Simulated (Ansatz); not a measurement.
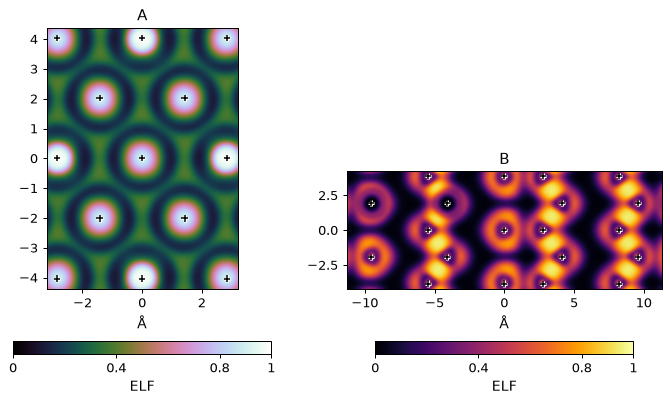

The electron localisation function of 2 systems, each on a plane through atoms (crosses mark nuclei in the plane).

All numbers below come from DFT r2SCAN, scalar-relativistic, plane waves, PAW (Ansatz).

System 1: Si7Ge, the (101̄) plane of the conventional cell. Space group C2; a structure from a database of computed crystals, not necessarily the ambient phase; not relaxed (largest force 0.9 eV/Å).

```
Si Ge
1.0
     0.00000   -5.46797    0.00000
   -21.87187    0.00000    0.00000
     0.00000    0.00000   -5.46797
Si Ge
28 4
Direct
  0.24757 0.46844 0.74757
  0.74757 0.96844 0.74757
  0.24757 0.21844 0.74757
  0.74757 0.71844 0.74757
  0.00000 0.03155 0.50000
  0.50000 0.53155 0.50000
  0.00000 0.28155 0.50000
  0.50000 0.78155 0.50000
  0.00000 0.40655 0.00000
  0.50000 0.90655 0.00000
  0.00000 0.15655 0.00000
  0.50000 0.65655 0.00000
  0.00000 0.90655 0.50000
  0.50000 0.40655 0.50000
  0.00000 0.65655 0.50000
  0.50000 0.15655 0.50000
  0.24757 0.34466 0.25243
  0.74757 0.84466 0.25243
  0.24757 0.09466 0.25243
  0.74757 0.59466 0.25243
  0.25243 0.84466 0.74757
  0.75243 0.34466 0.74757
  0.25243 0.59466 0.74757
  0.75243 0.09466 0.74757
  0.25243 0.96844 0.25243
  0.75243 0.46844 0.25243
  0.25243 0.71844 0.25243
  0.75243 0.21844 0.25243
  0.00000 0.53155 0.00000
  0.50000 0.03155 0.00000
  0.00000 0.78155 0.00000
  0.50000 0.28155 0.00000
```

System 2: Fe7Co, the (11̄0) plane of the conventional cell. Space group Im-3m; a structure from a database of computed crystals, not necessarily the ambient phase; spin-polarised.

```
Fe Co
1.0
     5.70113    0.00000    0.00000
     0.00000    5.70113    0.00000
     0.00000    0.00000    5.70113
Fe Co
14 2
Direct
  0.50000 0.00000 0.00000
  0.00000 0.50000 0.50000
  0.00000 0.00000 0.50000
  0.50000 0.50000 0.00000
  0.00000 0.50000 0.00000
  0.50000 0.00000 0.50000
  0.25000 0.25000 0.75000
  0.75000 0.75000 0.25000
  0.25000 0.75000 0.25000
  0.75000 0.25000 0.75000
  0.75000 0.25000 0.25000
  0.25000 0.75000 0.75000
  0.25000 0.25000 0.25000
  0.75000 0.75000 0.75000
  0.00000 0.00000 0.00000
  0.50000 0.50000 0.50000
```

Match each panel to its system.

Panel A is system 2, Fe7Co: the plane holds Fe and Co. Fe–Fe (2.47 Å): the ELF is about 0.25 at the midpoint; no localised pair shows between them. Panel B is system 1, Si7Ge: the plane holds Si and Ge. Si–Si (2.36 Å): the ELF peaks at about 0.95 between the atoms.
